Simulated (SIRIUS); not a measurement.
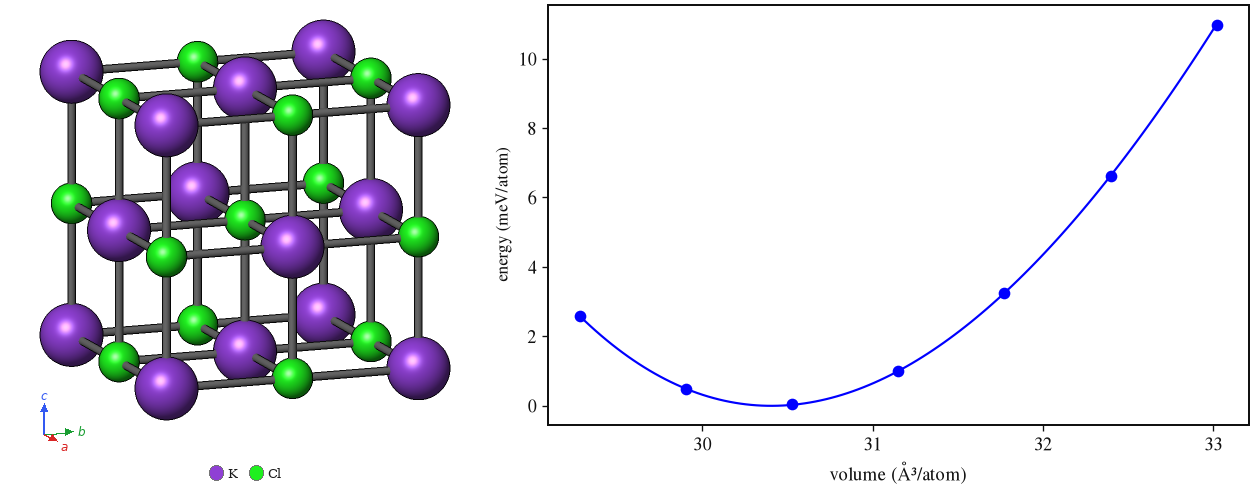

The figure shows the energy against volume for KCl, space group Fm-3m (No. 225). The conventional cell is drawn beside the plot.

The given structure:
```
CELL_PARAMETERS angstrom
0.00000 3.14647 3.14647
3.14647 0.00000 3.14647
3.14647 3.14647 0.00000
ATOMIC_POSITIONS crystal
K 0.00000 0.00000 0.00000
Cl 0.50000 0.50000 0.50000
```

Computed with SIRIUS 7.12.0: plane-wave DFT, no spin polarisation; energies at scaled volumes of the given cell, shape and fractions fixed, counted from the fit's minimum, third-order Birch-Murnaghan fit. Level: PBEsol.

k mesh 7×7×7; occupations Fermi–Dirac; smearing width 0.05 eV; potentials dojo sr pbesol 0.4.1 standard; wave cutoff 1030 eV; density cutoff 4119 eV.

This calculation gives: equilibrium volume 30.41 Å³/atom and bulk modulus 18.5 GPa.

Now Cl is replaced by I on all its sites, which gives KI in the same structure. What happens?

The equilibrium volume rises from 30.41 to 42.99 Å³/atom (+41 %) and the bulk modulus falls from 18.5 to 12.2 GPa (−34 %).

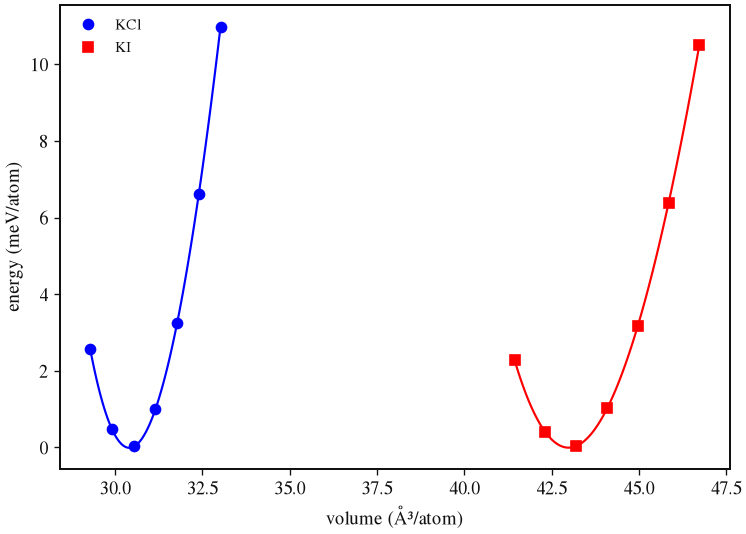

The two results together.

V0 and the bulk modulus come from third-order Birch–Murnaghan fits.
